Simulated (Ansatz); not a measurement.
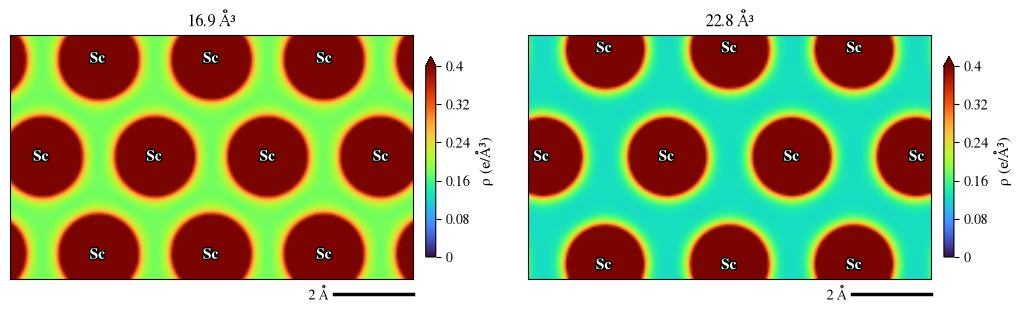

Sc. The valence pseudo-density of cells scaled evenly to different volumes (given per atom above each panel), on the (010) plane of each (indices in the axes of the cell below), at one length scale and on one colour scale.

A structure from a database of computed crystals, not necessarily the ambient phase.

Method: Kohn-Sham DFT of a periodic cell, PBEsol, Ansatz PAW in Ansatz.

In a PAW calculation such maps are meaningful between the atoms, not at the nuclei.

The largest cell:

```
Sc
1.0
     3.18106    0.05400    0.01417
     1.54027    2.78388    0.01934
     1.56634    0.93663    2.60994
Sc
1
Cartesian
  0.0000 0.0000 0.0000
```

| volume (Å³/atom) | Sc–Sc contact in the plane (Å) | ρ at its midpoint (e/Å³) | pressure (GPa) | 
| --- | --- | --- | --- |
| 16.87 | 2.879 | 0.177 | 30.0 | 
| 18.31 | 2.959 | ? | ? | 
| 22.80 | 3.185 | 0.126 | 2.0 | 

What values belong in the row with question marks?

Over the known rows ln ρ falls by 1.11 per Å of Sc–Sc distance (the line through the two), which gives 0.162 e/Å³ at 2.959 Å; the calculation gives 0.160 e/Å³. For the pressure, a straight line in volume between the neighbouring rows gives 23.2 GPa; the calculation gives 20.0, lower because pressure rises ever faster on compression.
